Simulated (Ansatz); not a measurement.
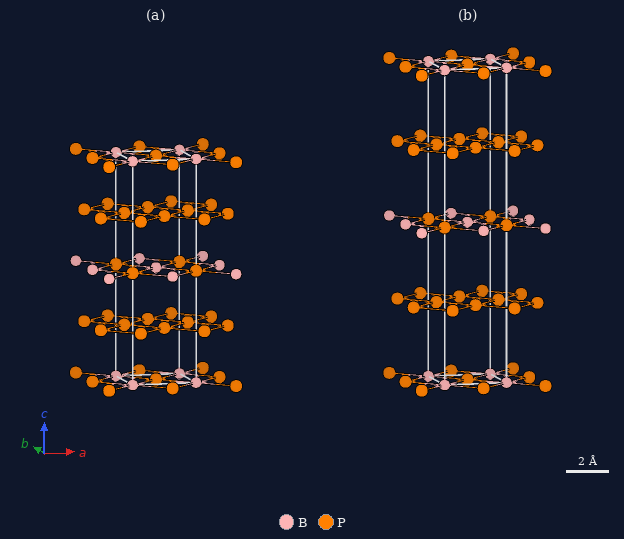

The structure of crystalline BP3 (built on the TiAl3 (D0_22)_139 type) before (left) and after (right) a relaxation, at one scale.

Style: ball-and-stick. Shown: the conventional cell (2 times the calculation's cell), slightly off an axis. Lengths and directions refer to the drawn axes.

Case: TiAl3 (D0_22) type (I4/mmm, No. 139).

These are results of DFT PBE, scalar-relativistic, plane waves, PAW (Ansatz), not measurements.

Input
```yaml
crystal:
  lattice:
    - [-1.5724413925, 1.5724413925, 5.4144270573]
    - [1.5724413925, -1.5724413925, 5.4144270573]
    - [1.5724413925, 1.5724413925, -5.4144270573]
  atoms:
    - { symbol: B, position: [0.0, 0.0, 0.0] }
    - { symbol: P, position: [0.5, 0.5, 0.0] }
    - { symbol: P, position: [0.25, 0.75, 0.5] }
    - { symbol: P, position: [0.75, 0.25, 0.5] }
basis:
  ecutwfc: 420
kpoints:
  mp_grid: { grid: [20, 20, 20] }
hamiltonian:
  xc: pbe
scf:
  occupations: { method: gaussian, width: 0.1 }
output:
  forces: true
  stress: true
  eigenvalues: true
relax:
  adjacent_minimum: "off"
  f_tol: 0.01
  max_steps: 80
  cell: { stress_tol: 0.05 }
```

Launched with:
```bash
ansatz run input.yaml --threads 1 --pin off --max-ram 2560MiB --backend cpu --events-out ev --progress --plain --runs-dir out
```

> What changed between the two?

No atom moves by more than 0.005 Å relative to the cell. The volume changes by +33.8 %, with a = b 3.145 → 3.066 Å (−2.5 %), c 10.829 → 15.245 Å (+40.8 %). Some distances before and after: B1–P2 2.224 → 2.168 Å, P3–P4 2.224 → 2.168 Å. The space group stays I4/mmm (No. 139). Over 13 accepted moves (16 points after the start) the energy falls by 0.333 eV per cell of the calculation. All forces vanish by symmetry, so only the cell relaxes. Pressure: 0.51 GPa at the start and 0.00 GPa at the end. The SCF was repeated 3 times at an unchanged geometry on a basis and grid sized afresh for the cell, which shifted the energy by 52.5 meV per cell of the calculation at most.
